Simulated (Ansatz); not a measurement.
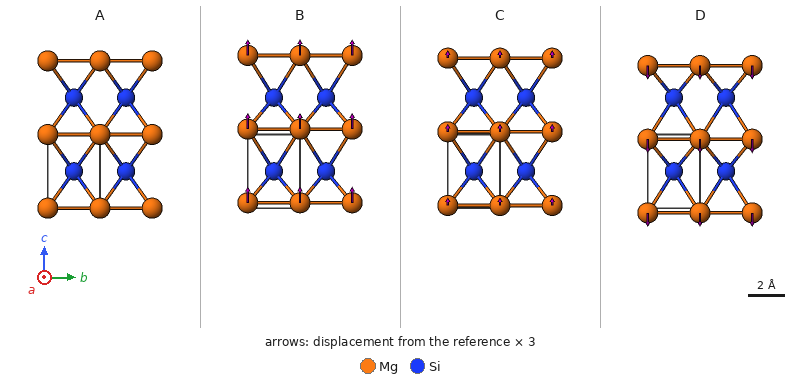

Energy scan for crystalline MgSi (P4/mmm), in which the whole Mg sublattice is shifted rigidly, towards the nearest copy of atom 1 (Mg) at 4.103 Å, all else fixed. The picture is a ball-and-stick view of the cell of the calculation, repeated 3 × 2 × 2 with one cell outlined, seen along the a axis. Purple arrows: displacements from the reference.

Theory: Ansatz 0.2.0, DFT LDA, scalar-relativistic, plane waves, PAW. Set-up: plane-wave cutoff 420 eV; k-point mesh 16 × 16 × 12; occupations gaussian; smearing width 0.15 eV; no spin polarisation. Energies (free energies at the smearing named) are counted from the cell as listed in its source, which wasn't relaxed.

Q: Order these geometries by energy, lowest first.

A: Lowest first: A (the displacement 0.00 Å, 0.0 meV/cell), C (the displacement −0.15 Å, 38.4 meV/cell), D (the displacement 0.2625 Å, 119.3 meV/cell), B (the displacement −0.30 Å, 156.8 meV/cell). Over the whole scan: of the computed points the lowest is at the displacement 0.00 Å, 0.0 meV/cell. At the ends of the scan the energy is 156.8 meV/cell (−0.30 Å) and 156.8 meV/cell (0.30 Å). The curvature at zero is about 3.4 eV/Å² per cell. The well is symmetric. At the highest point the shortest interatomic distance is 2.70 Å, against 2.90 Å in the reference. The distortion takes the space group from P4/mmm to P4mm.
